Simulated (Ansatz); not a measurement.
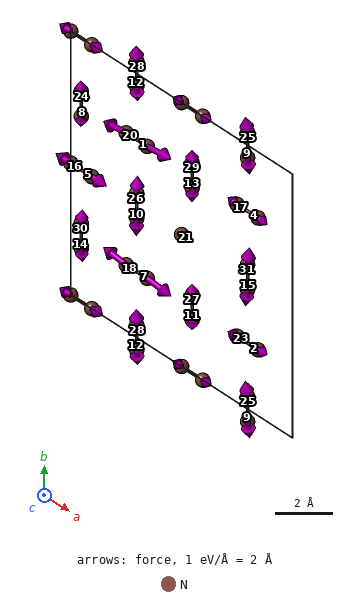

Starting geometry of a defect cell of composition N (cell charge −1) with the computed forces as purple arrows. A ball-and-stick model of the cell of the calculation (origin shifted), seen along the c axis.

Case: N vacancy (site f), charge -1, atoms relaxed at the host's cell.

These are results of DFT PBE+D3(BJ), scalar-relativistic, plane waves, PAW in Ansatz 0.2.0, not measurements. (plane-wave cutoff 420 eV; k-point mesh 2 × 2 × 2; occupations gaussian; smearing width 0.01 eV; mesh shifted by (0.5, 0.5, 0.5); collinear spin; atoms relaxed in a fixed cell; force threshold 0.025 eV/Å; at most 45 steps)

Q: Is this structure relaxed? If not, where do the atoms go?

A: It isn't relaxed: the largest force vector, on N atoms, is 0.64 eV/Å. The final displacements have little in common with the starting forces (cosine between the two patterns 0.07). The energy falls by 61.2 meV per cell of the calculation in 7 accepted moves (10 points after the start). Largest force component: 0.49 eV/Å at the start, 0.018 eV/Å at the end. The line search rejected the trial steps at points 1, 3, 9 of the run. The largest move is that of an N atom, 0.45 Å along [−1 0 −1]. The cell doesn't change. Near-neighbour distances that change, for instance: N–N 1.102 → 1.107 Å. The run took 5.4 min on 4 threads of Arm Neoverse V2, on a shared host, peak memory 1.9 GiB.

Limits of the set-up: the cell is charged, on a uniform background, and energies carry no finite-size correction.
